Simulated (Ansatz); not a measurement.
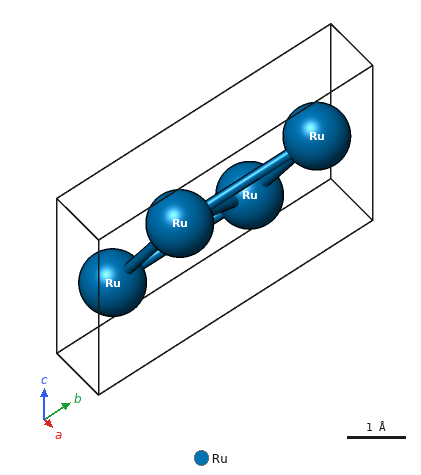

Ball-and-stick representation of a periodic structure, projected slightly off an axis. Lines trace the edges of the simulation cell.

Input deck:
```yaml
crystal:
  lattice:
    - [4.0007768068, 0.0, 0.0]
    - [0.0, 5.6579526996, 0.0011680346]
    - [0.0, 1.4149719962, 2.3448439925]
  atoms:
    - { symbol: Ru, position: [0.25, 0.1656280408, 0.3370216002] }
    - { symbol: Ru, position: [0.25, 0.6656280408, 0.3370216002] }
    - { symbol: Ru, position: [0.75, 0.3343719592, 0.6629783998] }
    - { symbol: Ru, position: [0.75, 0.8343719592, 0.6629783998] }
basis:
  ecutwfc: 420
kpoints:
  mp_grid: { grid: [9, 6, 15] }
hamiltonian:
  xc: pbesol
scf:
  occupations: { method: gaussian, width: 0.1 }
output:
  forces: true
  stress: true
  eigenvalues: true
```
Run as:
```sh
ansatz run input.yaml --threads 4 --pin off --max-ram 8192MiB --backend cpu --events-out ev --progress --plain --runs-dir out
```

Setup: DFT PBEsol, scalar-relativistic, plane waves, PAW in Ansatz; an energy cutoff of 420 eV, Brillouin-zone sampling on a 9×6×15 mesh, Gaussian smearing of 0.1 eV, no spin polarisation.

**What is the electronic character?**

A metal: bands cross the Fermi level.

**What is the pressure at this volume?**

The computed pressure is 5.9 GPa (compressed: it would expand). The stress isn't hydrostatic: its largest component is 31.6 GPa.

The structure was taken from a structure listed in the Materials Project. The cell was then strained or its atoms displaced on purpose. It was the input of a calculation with Ansatz.

At this level of theory the cell isn't at rest (compressed, at 6 GPa), so its distances can differ from those at equilibrium, the more so the softer the solid.
